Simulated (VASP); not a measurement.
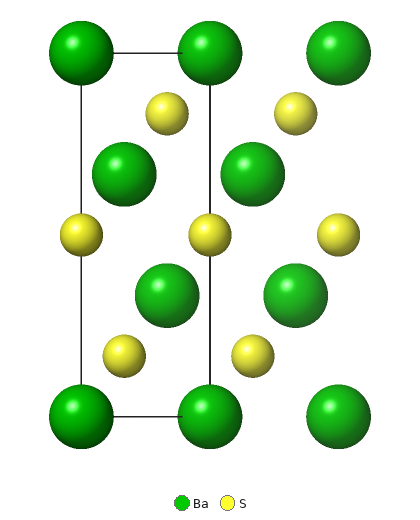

Projection along an edge of the hexagonal mesh, stacking direction [111] upwards. Every atom sits on one of the three columns of the mesh; call them A, B, C in the order in which they first turn up. The box is the hexagonal cell of the face-centred cubic lattice. The sequence starts with the first layer at or above the cell's origin.

The compound is BaS (space group Fm-3m, No. 225), taken as coordinates from a relaxation with VASP Kohn-Sham DFT of a periodic cell, PBE, VASP PAW PBE potentials, recommended, release 54 in VASP 6.6.1.

Give the sequence of layers in one repeat, with element and column.

Answer. Ba(A) – S(B) – Ba(C) – S(A) – Ba(B) – S(C) (six layers in 11.18 Å).

How are the S layers alone stacked?

Answer. S layers alone: BAC, the cubic close-packed type.

Which positions between or in the S layers do the other atoms fill?

Answer. Ba: three octahedral sites in each hexagonal cell.
